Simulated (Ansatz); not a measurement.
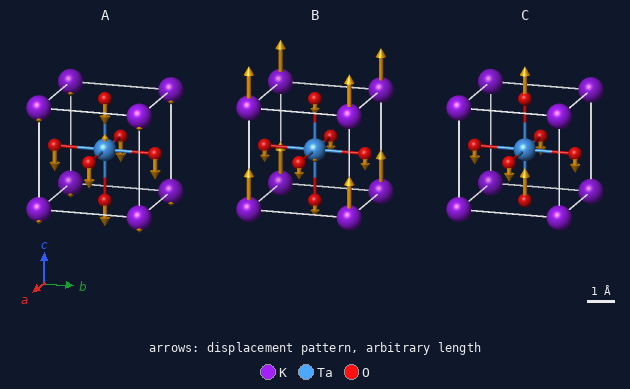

Three optical modes of a crystal of KTaO3 (a generated structure) at a fixed volume at the zone centre, in no order (one member of each degenerate set). The orange arrows give the relative displacements of the atoms. The picture is a ball-and-stick view of the cell of the calculation, seen slightly off an axis. Only the shorter bonds are drawn.

All numbers below come from Ansatz 0.2.0, DFT PBE+D3(BJ), scalar-relativistic, plane waves, PAW. (plane-wave cutoff 420 eV; k-point mesh 8 × 8 × 8; occupations fixed; no spin polarisation)

Frequencies are those without the non-analytic (LO–TO) term.

Q: Order them from the lowest to the highest frequency (imaginary ones first).

A: A (21 cm⁻¹), B (183 cm⁻¹), C (522 cm⁻¹). A, T₁u: The O and K sublattices move against the Ta sublattice, along c; it stretches the shortest O–Ta bonds (2.00 Å); the kinetic energy is shared as O 70 %, Ta 27 %, K 3 %. B, T₁u: The K sublattice moves against the O and Ta sublattices, along c; the kinetic energy is shared as K 82 %, O 12 %, Ta 6 %. C, T₁u: The Ta atoms stay at rest; the K atoms hardly move; all motion is along c; atoms of one kind move against one another, with no net shift of their sublattice; it stretches the shortest O–Ta bonds (2.00 Å).
